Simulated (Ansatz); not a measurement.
System: ZnS.

```
CELL_PARAMETERS angstrom
2.80508 -2.80508 0.00000
2.80508 2.80508 0.00000
0.00000 0.00000 5.38817
ATOMIC_POSITIONS crystal
Zn 0.00000 0.00000 0.00000
Zn 0.50000 0.50000 0.50000
S 0.00000 0.50000 0.25000
S 0.50000 0.00000 0.75000
```

Space group I-4m2; started from the zincblende prototype, which need not be the ambient phase; changed on purpose from its base cell (biaxial xy strain +4.1%); computed pressure about −4 GPa in this cell.

All numbers below come from DFT, HSE06, plane waves, PAW (Ansatz).

**What will maps of the valence pseudo-density and electron localisation function show?**

Zn–S (2.40 Å): ρ is about 0.46 e/Å³ halfway; the ELF peaks at about 0.90 in the valence shell of S, 0.8 Å from its nucleus, and is about 0.55 at the midpoint.

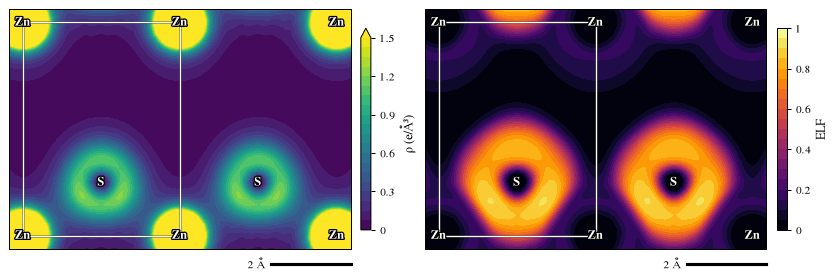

Computed valence pseudo-density and electron localisation function on the (100) plane of the conventional cell, in this order. 

In a PAW calculation such maps are meaningful between the atoms, not at the nuclei.
